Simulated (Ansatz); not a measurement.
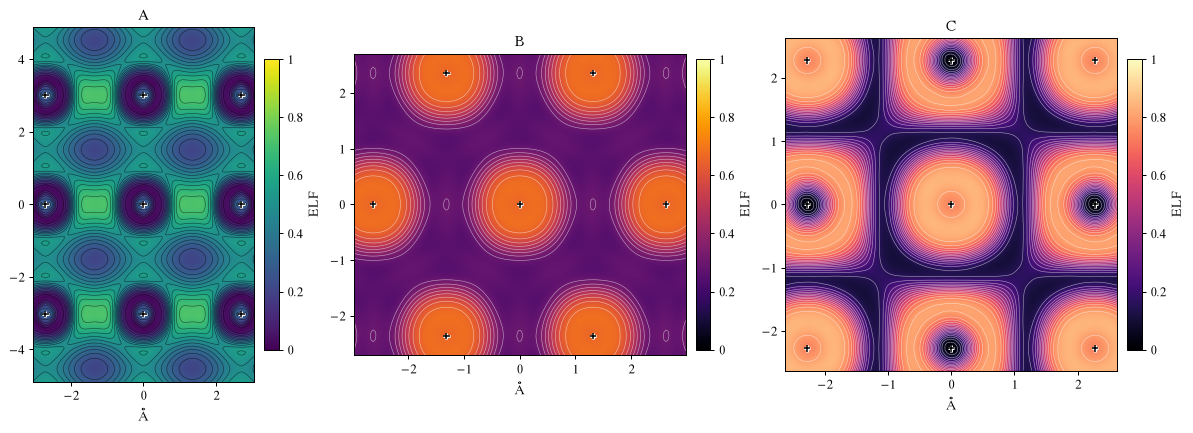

The ELF of 3 systems, each on a plane through atoms (crosses mark nuclei in the plane).

The calculation used Ansatz 0.2.0, DFT PBE, scalar-relativistic, plane waves, PAW.

System 1: Pt, the (101̄) plane of the conventional cell. Space group I4/mmm; changed on purpose from its base cell (strain -0.0500 x Voigt [1, 1, 0, 0, 0, 0], atoms carried along); computed pressure about 53 GPa in this cell.

System 2: Al, the (001) plane of the conventional cell. Space group Immm; changed on purpose from its base cell (strain +0.1125 x Voigt [0, 0, 0, 0, 1, 0], atoms carried along); computed without spin polarisation.

```
Al
1.0
     1.91013    0.00000   -1.91013
    -2.13783    0.00000   -2.13783
     0.00000    4.04796    0.00000
Al
2
Direct
  0.50000 0.50000 0.50000
  0.00000 0.00000 0.00000
```

System 3: HfN, the (110) plane of the conventional cell. Space group Immm; changed on purpose from its base cell (strain +0.0937 x Voigt [0, 0, 0, 0, 1, 0], atoms carried along); computed without spin polarisation.

```
CELL_PARAMETERS angstrom
2.16736 0.00000 -2.16736
-2.38043 0.00000 -2.38043
0.00000 4.54779 0.00000
ATOMIC_POSITIONS crystal
Hf 0.50000 0.50000 0.50000
Hf 0.00000 0.00000 0.00000
N 0.50000 0.50000 0.00000
N 0.00000 0.00000 0.50000
```

Q: Which map belongs to which system?

A: Panel A is system 2, Al: the plane holds Al. Al–Al (2.70 Å): the ELF peaks at about 0.70 between the atoms. Panel B is system 1, Pt: the plane holds Pt. Pt–Pt (2.63 Å): the ELF is about 0.30 at the midpoint (no localised pair shows between them). Panel C is system 3, HfN: the plane holds Hf and N. Hf–N (2.27 Å): the ELF peaks at about 0.80 in the valence shell of N, 0.7 Å from its nucleus, and is about 0.15 at the midpoint; no shared electron pair shows on this line.
